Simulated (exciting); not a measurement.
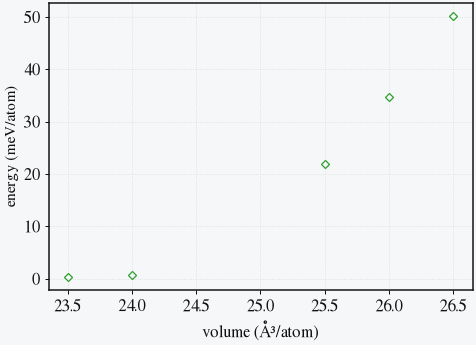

The picture above shows the energy against volume for Sc, space group P6_3/mmc (No. 194).

Cell as given: a = 3.309 Å, b = 3.309 Å, c = 5.273 Å, α = 90.00°, β = 90.00°, γ = 120.00°; 2 atoms.

Calculation (exciting sodium): all-electron LAPW DFT, no spin polarisation; energies at scaled volumes of the given cell, shape and fractions fixed, counted from the fit's minimum, third-order Birch-Murnaghan fit. Level: PBEsol.

- k mesh: 9×9×5
- occupations: Fermi–Dirac
- smearing width: 0.05 eV
- potentials: all electron LAPW+lo, shipped species files
- program settings: rgkmax 9

The points at volume 24.50 Å³/atom and 25.00 Å³/atom are left out of the plot. What values does the calculation give there?

| volume (Å³/atom) | energy (meV/atom) |
| --- | --- |
| 24.50 | 4.54 |
| 25.00 | 11.69 |

Limits of the calculation: shape and atomic fractions are frozen while scaling, which makes layered, chain and framework solids too stiff.
